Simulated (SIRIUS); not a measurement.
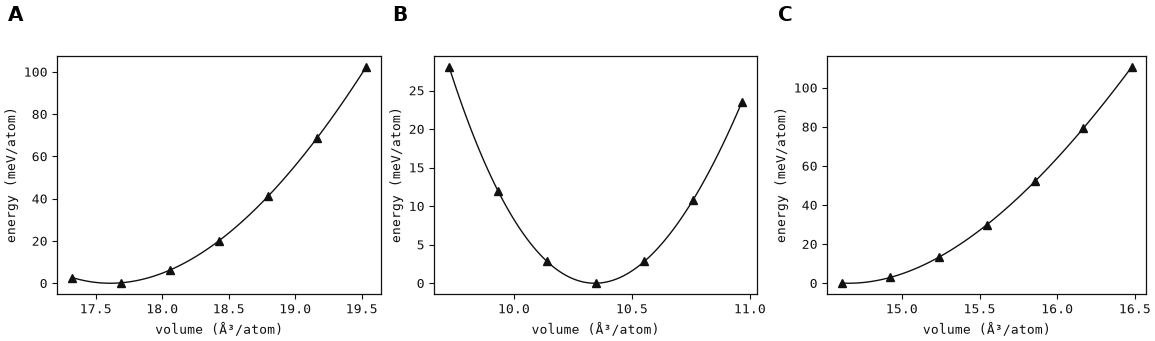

Each panel shows the energy against volume for one of these solids: Nb, Im-3m (No. 229); Pd, Im-3m (No. 229); SiC, F-43m (No. 216).

How it was computed, with SIRIUS 7.10.0: plane-wave DFT, no spin polarisation; energies at scaled volumes of the given cell, shape and fractions fixed, counted from the fit's minimum, third-order Birch-Murnaghan fit. Level: PBEsol.

Match the panels to the solids.

Answer. A is Nb (energy from 0 meV/atom to 102 meV/atom, V0 17.61 Å³/atom, B0 181 GPa); B is SiC (energy from 0.00 meV/atom to 28.03 meV/atom, V0 10.34 Å³/atom, B0 221 GPa); C is Pd (energy from 0 meV/atom to 111 meV/atom, V0 14.66 Å³/atom, B0 202 GPa).

For Pd, limits of the calculation: the fit and the printed pressures don't fully agree, or the minimum lies near the end of the range.
